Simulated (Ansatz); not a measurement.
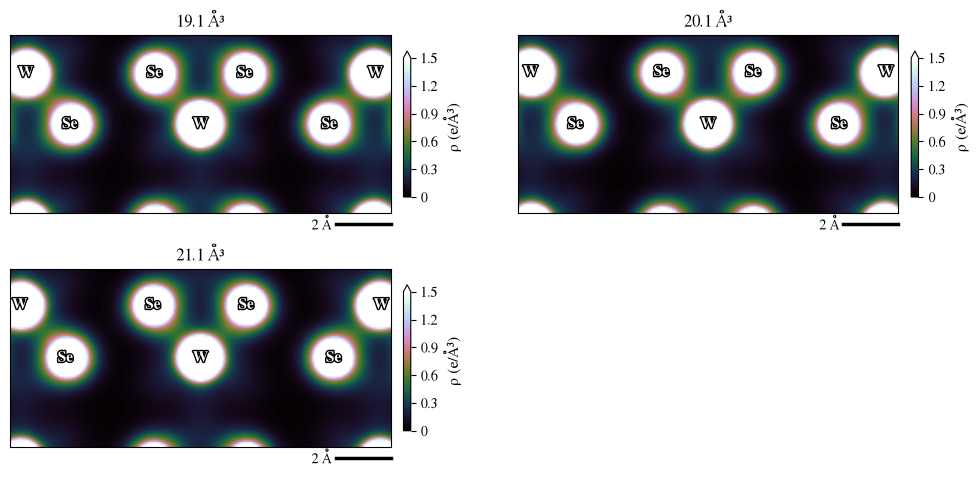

WSe$_{2}$. The valence pseudo-density of cells scaled evenly to different volumes (given per atom above each panel), on the (110) plane of each (indices in the axes of the cell below), at one length scale and on one colour scale.

These are results of Ansatz 0.2.0, DFT, PBEsol, PAW with Ansatz's default frozen-core files, scalar-relativistic, not measurements.

The largest cell:

```xyz
6
Lattice="3.3333 0.0000 0.0000 -1.6666 2.8867 0.0000 0.0000 0.0000 13.1407" Properties=species:S:1:pos:R:3 pbc="T T T"
W     0.0000    1.9245    3.2852
W     1.6667    0.9622    9.8555
Se    0.0000    1.9245    8.1604
Se    1.6667    0.9622    1.5900
Se    0.0000    1.9245   11.5507
Se    1.6667    0.9622    4.9803
```

| volume (Å³/atom) | W–Se contact in the plane (Å) | ρ at its midpoint (e/Å³) | pressure (GPa) | 
| --- | --- | --- | --- |
| 19.05 | 2.480 | 0.601 | 8.6 | 
| 20.06 | 2.523 | 0.560 | 0.2 | 
| 20.47 | 2.540 | ? | ? | 
| 21.07 | 2.565 | 0.525 | −6.2 | 

**What values belong in the row with question marks?**

Over the known rows ln ρ falls by 1.59 per Å of W–Se distance (a least-squares line), which gives 0.546 e/Å³ at 2.540 Å; the calculation gives 0.546 e/Å³. For the pressure, a straight line in volume between the neighbouring rows gives −2.4 GPa; the calculation gives −2.6.
